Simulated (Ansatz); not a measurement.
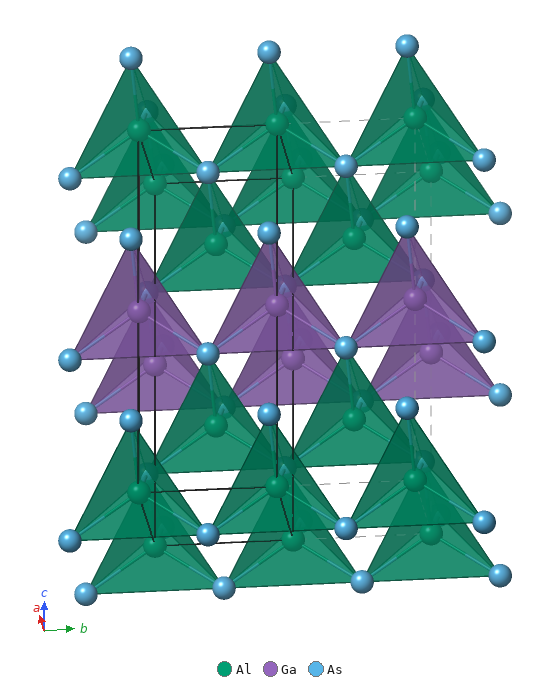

The image is a polyhedral drawing of a crystal, viewed from a general direction. A 1×2×1 array of cells is drawn; the conventional unit cell has the solid edges. A few atoms beyond the faces are included.

Al₃GaAs₄, space group P-4m2 (No. 115), a = 4.06 Å, b = 4.06 Å, c = 11.46 Å, α = 90.00°, β = 90.00°, γ = 90.00°.

Setup: Ansatz, DFT PBE, scalar-relativistic, plane waves, PAW; plane waves up to 420 eV, k-grid 8×8×4, no spin polarisation.

**Does it come out as a metal, or with a gap?**

A semiconductor at this level, with a gap of 1.27 eV on the k-mesh (the true edges may lie between mesh points, so the gap can be somewhat smaller).

The model was built from a structure type filled with these elements by a generator (whether the compound takes this form wasn't checked). The atoms were relaxed in a fixed cell with DFT PBE, scalar-relativistic, plane waves, PAW (Ansatz 0.2.0).
